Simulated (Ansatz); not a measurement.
```
V Si
1.0
     4.54625    0.00000    0.00000
     0.00000    8.02393    0.00000
     0.00000    0.00000    8.41082
V Si
8 16
Direct
  0.25000 0.75000 0.25000
  0.25000 0.25000 0.75000
  0.75000 0.75000 0.75000
  0.75000 0.25000 0.25000
  0.00000 0.50000 0.00000
  0.00000 0.00000 0.50000
  0.50000 0.50000 0.50000
  0.50000 0.00000 0.00000
  0.75000 0.58945 0.25000
  0.75000 0.08945 0.75000
  0.25000 0.58945 0.75000
  0.25000 0.08945 0.25000
  0.75000 0.91055 0.25000
  0.75000 0.41055 0.75000
  0.25000 0.91055 0.75000
  0.25000 0.41055 0.25000
  0.00000 0.66055 0.50000
  0.00000 0.16055 0.00000
  0.50000 0.66055 0.00000
  0.50000 0.16055 0.50000
  0.00000 0.83945 0.00000
  0.00000 0.33945 0.50000
  0.50000 0.83945 0.50000
  0.50000 0.33945 0.00000
```

Space group Fddd; the program warned that a starting moment wasn't kept; spin-polarised, but the moments vanished.

Method: DFT PBE, scalar-relativistic, plane waves, PAW in Ansatz.

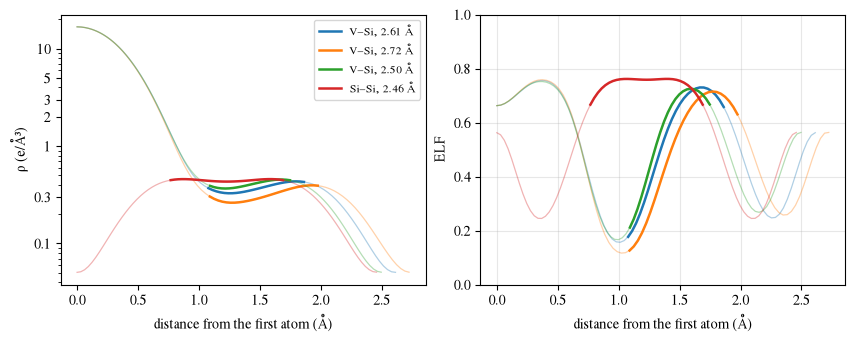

VSi2. Valence electron density and ELF along straight lines between neighbouring atoms. Thin, pale parts lie inside the atomic spheres.

Core electrons are frozen (PAW), and the valence fields are smoothed inside the atomic spheres.

Compare the contacts.

V–Si (2.61 Å): ρ at the midpoint is about 0.33 e/Å³; the ELF peaks at about 0.75 in the valence shell of Si, 0.9 Å from its nucleus, and is about 0.45 at the midpoint.
V–Si (2.72 Å): ρ at the midpoint is about 0.27 e/Å³; the ELF peaks at about 0.70 in the valence shell of Si, 1.0 Å from its nucleus, and is about 0.40 at the midpoint.
V–Si (2.50 Å): ρ at the midpoint is about 0.37 e/Å³; the ELF peaks at about 0.75 in the valence shell of Si, 0.9 Å from its nucleus, and is about 0.40 at the midpoint.
Si–Si (2.46 Å): ρ is about 0.43 e/Å³ halfway; the ELF peaks at about 0.75 between the atoms.
